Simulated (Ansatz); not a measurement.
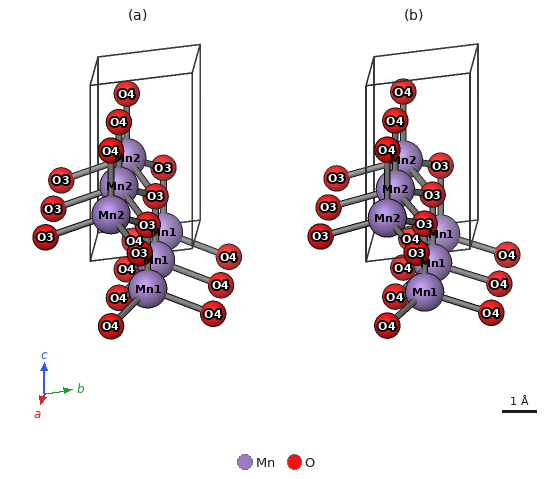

The structure of a crystal of MnO (set up in P6_3mc) (coarse preliminary run) before (left) and after (right) a relaxation, at one scale.

The picture is a ball-and-stick view of the cell of the calculation, repeated 3 × 1 × 1 with one cell outlined, seen from a free direction.

All numbers below come from Ansatz, DFT PBE, scalar-relativistic, plane waves, PAW. Set-up: plane-wave cutoff 420 eV; k-point mesh 6 × 6 × 4; occupations gaussian; smearing width 0.1 eV; collinear spin; cell and atoms relaxed; force threshold 0.05 eV/Å; at most 80 steps.

Summarise the run.

Answer. Over 4 accepted moves (5 points after the start) the energy falls by 95.7 meV per cell of the calculation. The largest force component goes from 0.62 to 0.0097 eV/Å. Pressure: 6.06 GPa at the start and 0.30 GPa at the end. The SCF was repeated once at an unchanged geometry on a basis and grid sized afresh for the cell, which shifted the energy by 7.9 meV per cell of the calculation at most. The largest moves relative to the cell, 0.064 Å, are those of Mn1, Mn2, O3 and O4. Mn2 goes along −c. Largest moves by element: Mn 0.064 Å, O 0.064 Å. The drawn cell changes as follows: a = b 3.372 → 3.435 Å (+1.9 %), c 5.386 → 5.393 Å (+0.1 %); the volume changes by +4.0 %. Among the contacts that change: Mn1–O3 1.963 → 2.095 Å, Mn1–O4 2.079 → 2.073 Å. Bond angles that change, for instance: Mn1–O3–Mn2 110.5° → 106.9°, O3–Mn1–O4 110.5° → 106.9°, Mn2–O3–Mn2 108.4° → 111.9°. The space group stays P6_3mc (No. 186). The run may lie on a higher electronic state than the lowest, so the end point isn't shown to be the ground-state structure.
